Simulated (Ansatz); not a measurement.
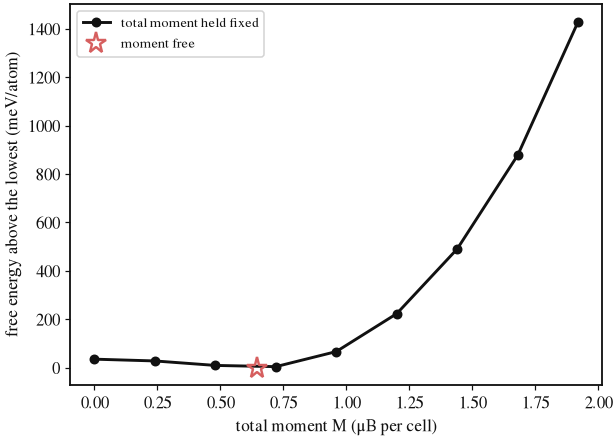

Fixed-spin-moment scan.
Ni (Fm-3m, 1 atom in the cell); DFT, PBEsol, PAW, plane waves, scalar-relativistic (Ansatz); cutoff 420 eV, 15×15×15 k-mesh, Fermi–Dirac smearing of 0.1 eV, collinear spins.

**What does the curve say about the magnetic state?**

Among the held moments the energy is lowest at M = 0.7 μB. The best free run ends at M = 0.6 μB, at or below every held value. Antiparallel orders weren't tried, and these are the states found from these starts; lower ones may exist.

**How far does the point at M = 0 lie above the minimum?**

About 35 meV/atom. That run is non-magnetic, so this is the energy of forming the moments.
